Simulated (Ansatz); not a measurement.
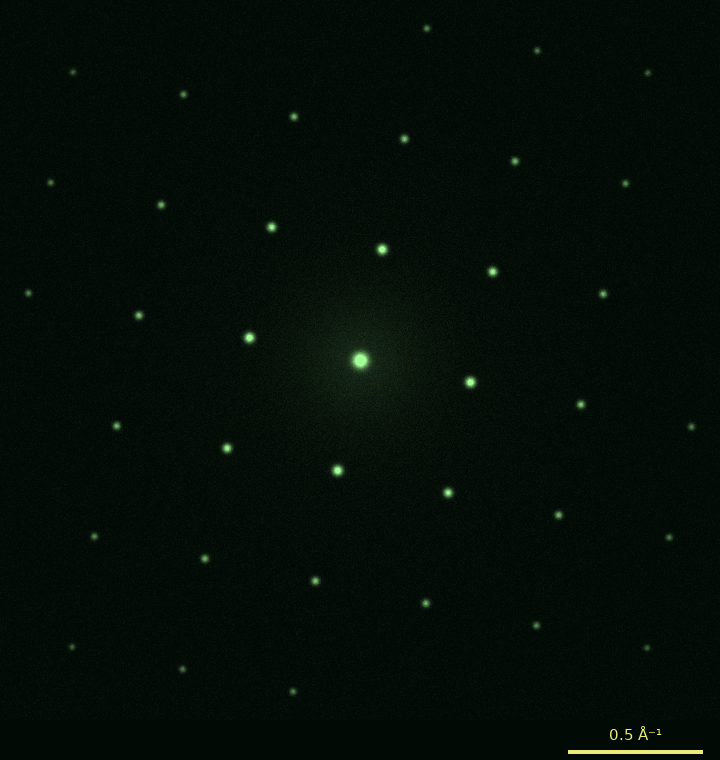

The pattern is a kinematic simulation for 80 kV electrons (no multiple scattering; isotropic B = 1 Å²).

Candidate phases (model or computed cells):
A. Co, space group Pm-3m (No. 221), a = 2.365 Å
B. Sc, space group Im-3m (No. 229), a = 3.68 Å
C. Ta, space group Fm-3m (No. 225), a = 4.26 Å
D. B, space group Im-3m (No. 229), a = 2.319 Å

Identify the phase and the zone axis.

Answer. Candidate A (Co), along [001] or an equivalent direction. The spots form a square net with both shortest vectors at d = 2.37 Å, 90.0° apart. They index as 1 0 0 and 0 1 0; no zone of the other candidates with indices up to 3 has this net.
